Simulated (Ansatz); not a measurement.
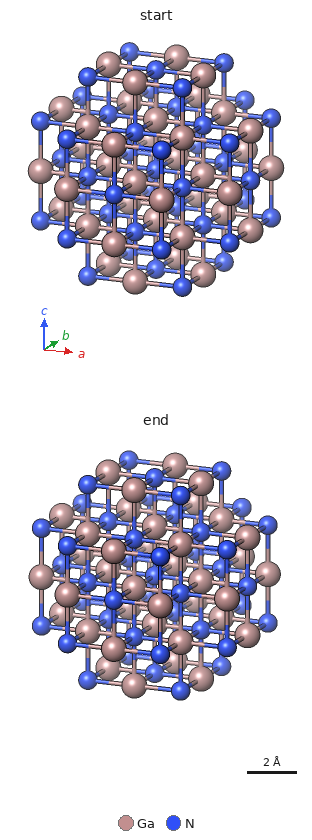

The structure of a crystal of GaN (set up in Fm-3m) before (top) and after (bottom) a relaxation, at one scale.

The picture is a ball-and-stick view of the conventional cell (4 times the calculation's cell), seen slightly off an axis. Lengths and directions refer to the drawn axes.

The run lets cell and atoms move.

Computed with Kohn-Sham DFT of a periodic cell, PBEsol with D3(BJ), Ansatz PAW (Ansatz 0.2.0).

The input:
```yaml
crystal:
  lattice:
    - [0.0, 2.135235, 2.135235]
    - [2.135235, 0.0, 2.135235]
    - [2.135235, 2.135235, 0.0]
  atoms:
    - { symbol: Ga, position: [0.0, 0.0, 0.0] }
    - { symbol: "N", position: [0.5, 0.5, 0.5] }
hamiltonian:
  xc: pbesol
  pseudopotentials: { kind: paw }
  dispersion: d3bj
kpoints:
  mp_grid: { grid: [11, 11, 11] }
scf:
  occupations: { method: fermi_dirac, width: 0.05 }
output:
  forces: true
  stress: true
  eigenvalues: true
relax:
  f_tol: 0.01
  max_steps: 40
  cell: { stress_tol: 0.05 }
```

Run as
```bash
ansatz run input.yaml --threads 2 --pin off --max-ram 5632MiB --backend cpu --events-out ev --progress --plain --runs-dir out
```

What changed between the two?

Answer. Over 4 accepted moves (6 points after the start) the energy falls by 21.0 meV per atom. All forces vanish by symmetry, so only the cell relaxes. The pressure goes from −12.04 to 0.00 GPa. At 2 points the geometry stayed and the basis and grid were re-selected for the new cell (energy shift of 1.6 meV per atom at most each time). No atom moves by more than 0.005 Å relative to the cell. Cell: a = b = c 4.270 → 4.192 Å (−1.8 %). Volume −5.4 %. Among the contacts that change: Ga–N 2.135 → 2.096 Å. The space group stays Fm-3m (No. 225). The run took 4.6 s on 2 threads of Arm Neoverse V2, with other jobs on the host, peak memory 0.3 GiB.
